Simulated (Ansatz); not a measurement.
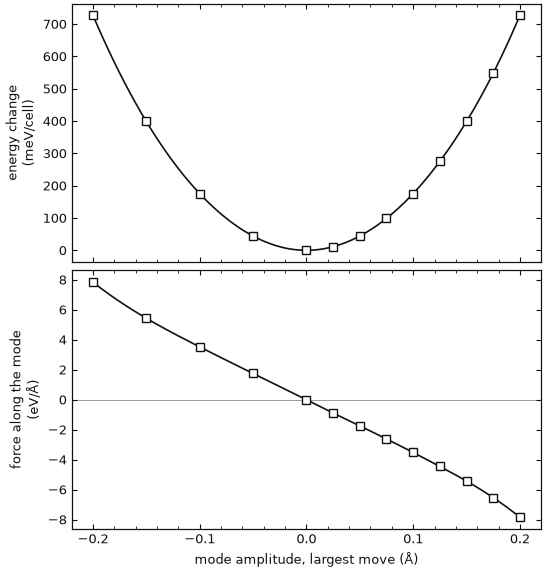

Plotted: energy change and force along the mode against mode amplitude for Mo, space group P6/mmm (No. 191).

The given structure:
```xyz
2
Lattice="2.7423 0.0000 0.0000 1.3712 -2.3749 -2.4921 1.3712 2.3749 -2.4921" Properties=species:S:1:pos:R:3 pbc="T T T"
Mo    2.7423    0.0000   -1.2460
Mo    2.7423    0.0000   -3.7381
```

Displacement pattern for amplitude 1 (x, y, z for each atom, in the order of the cell):
| atom | x | y | z |
| --- | --- | --- | --- |
| Mo1 | 0.00 | 0.00 | −1.00 |
| Mo2 | 0.00 | 0.00 | 1.00 |

Method: a normal mode of the cell frozen into a crystal at growing amplitude, by plane-wave density functional theory with PAW datasets, free energies less that of the undisturbed cell; scalar-relativistic (Ansatz 0.2.0). Level: PBEsol, no spin polarisation.

| setting | value |
| --- | --- |
| wave cutoff | 420 eV |
| k mesh | 24×24×24 |
| occupations | Gaussian |
| smearing width | 0.15 eV |
| k shift | (0, 0, 0) (mesh steps) |
| start | relaxed |

The points at mode amplitude −0.15, −0.05, 0.1 and 0.2 follow from computed ones by symmetry.

Does the undistorted structure sit at the bottom of the curve?

Yes: the energy rises on both sides of the starting structure, which is therefore a minimum along this path.

How does the force along the mode vary with mode amplitude?

It falls from 7.8 eV/Å at mode amplitude −0.200 Å to −7.8 eV/Å at 0.200 Å, and changes sign near 0.000 Å.

Keep in mind: atoms far too close at some points of the scan.

The computed values:

```csv
"mode amplitude, largest move (Å)",energy change (meV/cell),force along the mode (eV/Å)
-0.200,727.0,7.8
-0.150,398.6,5.4
-0.100,175.5,3.5
-0.050,44.2,1.7
0.000,0.0,0.0
0.025,11.2,-0.9
0.050,44.2,-1.7
0.075,98.8,-2.6
0.100,175.5,-3.5
0.125,275.2,-4.5
0.150,398.6,-5.4
0.175,547.8,-6.5
0.200,727.0,-7.8
```
